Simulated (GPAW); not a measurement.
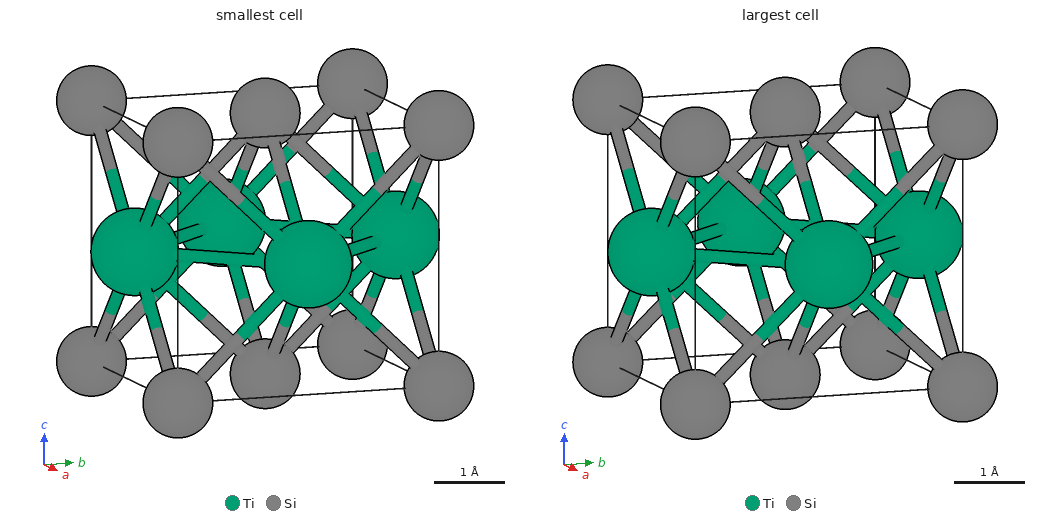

TiSi, space group Cmmm (No. 65), relaxed (cell and atoms, zero pressure) with five choices of dispersion term on top of PBEsol; the smallest and the largest of the relaxed conventional cells are drawn to one scale (sticks follow a distance rule). The start was a structure listed in the Materials Project. It needn't be the stable form of this composition.

Alike in all runs: GPAW 26.7.0; functional PBEsol; potentials PAW data sets generated in the run's folder for this functional; cutoff 600 eV; k mesh 8 × 8 × 6 on the run's cell of 2 atoms; occupations fermi-dirac, width 0.05 eV; no spin polarisation; no spin-orbit coupling. All runs are metallic.

```tsv
level	volume (Å³/atom)	a (Å)	b (Å)	c (Å)
D3	13.66	3.594	4.000	3.800
D4	13.90	3.623	4.040	3.798
D3(BJ)-ATM	13.63	3.600	3.993	3.793
none	14.11	3.638	4.070	3.813
D3(BJ)	?	?	?	?
```

### Fill in the row of D3(BJ).

Volume 13.51 Å³/atom; a 3.589 Å; b 3.974 Å; c 3.787 Å. That is the smallest volume of all.

### Order the levels by the relaxed volume, smallest first.

D3(BJ) (13.51 Å³/atom), D3(BJ)-ATM (13.63 Å³/atom), D3 (13.66 Å³/atom), D4 (13.90 Å³/atom), none (14.11 Å³/atom). Rows within a few tenths of a per cent can't be told apart.

Caveat: later steps reuse the first step's grids; pairwise dispersion terms can overbind metals strongly.
